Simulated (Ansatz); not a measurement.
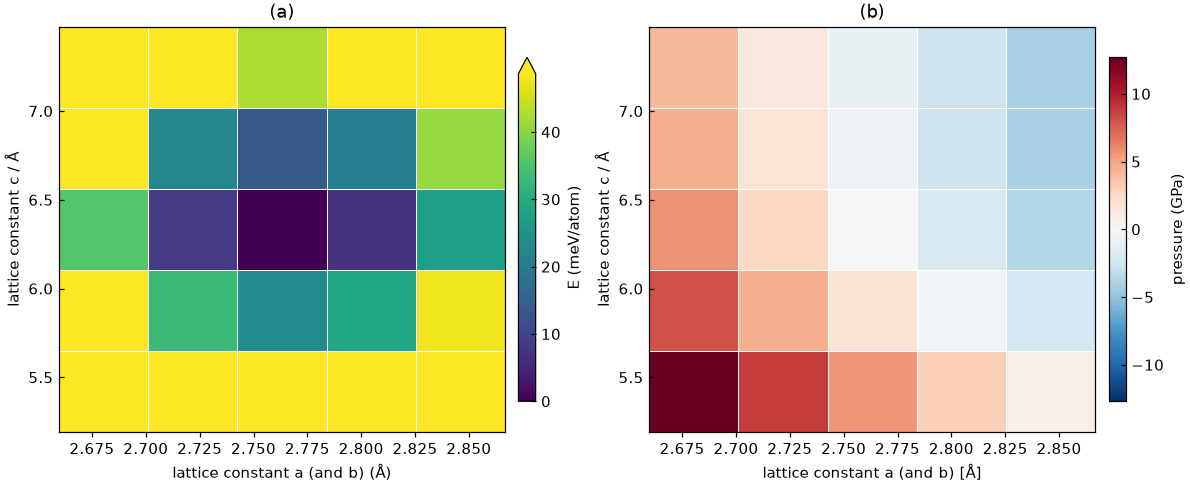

Br (I4/mmm, No. 139; 1 atom in the cell). The energy is mapped over the lattice constants a and c of the conventional cell. First axis: lattice constant a (and b). Second axis: lattice constant c. Nothing is relaxed (symmetry fixes all fractional coordinates). Grid: 5 × 5 points. Points are written as (first, second). Energies are in meV/atom, from the lowest grid point. The runs have no spin polarisation; a magnetic state may lie lower. Method: Ansatz, DFT LDA+D3(BJ), scalar-relativistic, plane waves, PAW. Settings: cutoff 420 eV, k-mesh 22×22×22, gaussian smearing 0.15 eV, no spin polarisation.

Panel (a) is the energy and panel (b) the computed pressure on the same grid.

In the figure: one coloured cell a grid point, one colour for all values above the top of the scale.

> How does the pressure vary over the map, and what is it at the lowest grid point?

It runs from −4.2 GPa at (2.846 Å, 6.79 Å) to 12.7 GPa at (2.680 Å, 5.42 Å). At the lowest grid point, (2.763 Å, 6.33 Å), it is 0.0 GPa.
